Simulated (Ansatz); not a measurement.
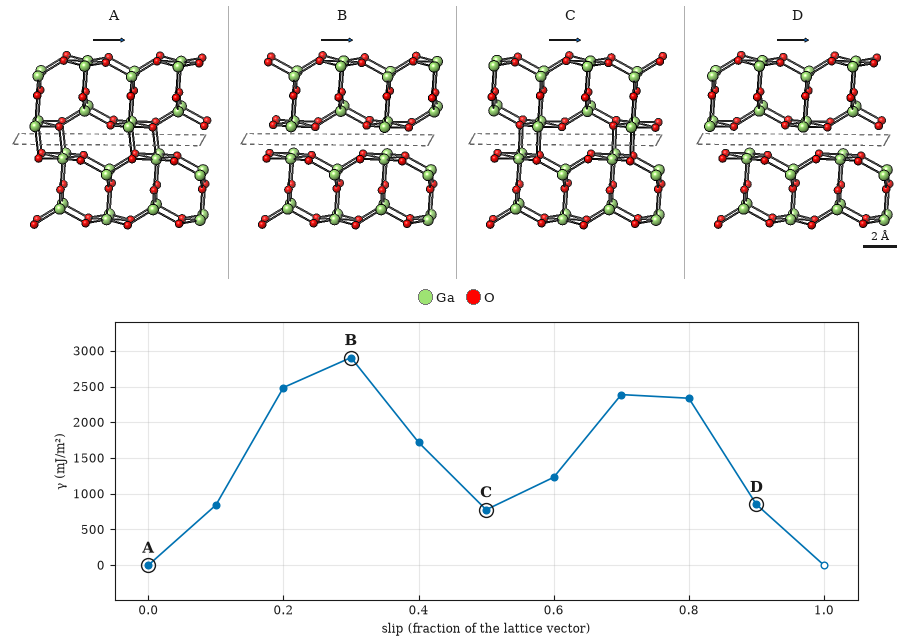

A scan of solid Ga2O3 (C2/m): the crystal above a cut along the (1 0 0) plane of the conventional cell (between a plane of Ga/O below and one of Ga/O above, 1.83 Å apart) is slid rigidly by fractions of an in-plane lattice vector 5.81 Å long (a generalised stacking fault). One cut stands in each cell, which starts 11.9 Å high; nothing is relaxed, and the dashed outline marks the cut, the arrow on top the direction of slip. The lettered frames are marked on the plot. Hollow markers are points alike by symmetry, not computed again. A ball-and-stick model of the layers on both sides of the cut, seen from the side, nearly along the cut plane.

These are results of DFT r2SCAN, scalar-relativistic, plane waves, PAW in Ansatz, not measurements. Settings: plane-wave cutoff 500 eV; k-point mesh 4 × 7 × 2; occupations gaussian; smearing width 0.05 eV; no spin polarisation. Energies (free energies at the smearing named) are counted from the relaxed crystal.

Describe the profile.

Answer. The curve starts and ends at zero, since a full lattice vector restores the crystal. Its highest computed point is 2906 mJ/m² at slip 0.30. The local minimum at 0.50 (776 mJ/m²) is a metastable fault on this line; the lower of the two humps that part it from the perfect crystal is 2388 mJ/m² high. The path isn't symmetric about half-way. Relaxation across the fault would lower the values.

The computed points:

| slip (fraction of the lattice vector) | γ (mJ/m²) |
| --- | --- |
| 0.00 | 0 |
| 0.10 | 842 |
| 0.20 | 2487 |
| 0.30 | 2906 |
| 0.40 | 1719 |
| 0.50 | 776 |
| 0.60 | 1230 |
| 0.70 | 2388 |
| 0.80 | 2337 |
| 0.90 | 850 |
| 1.00 | 0 |

Points that are alike by symmetry were computed once.
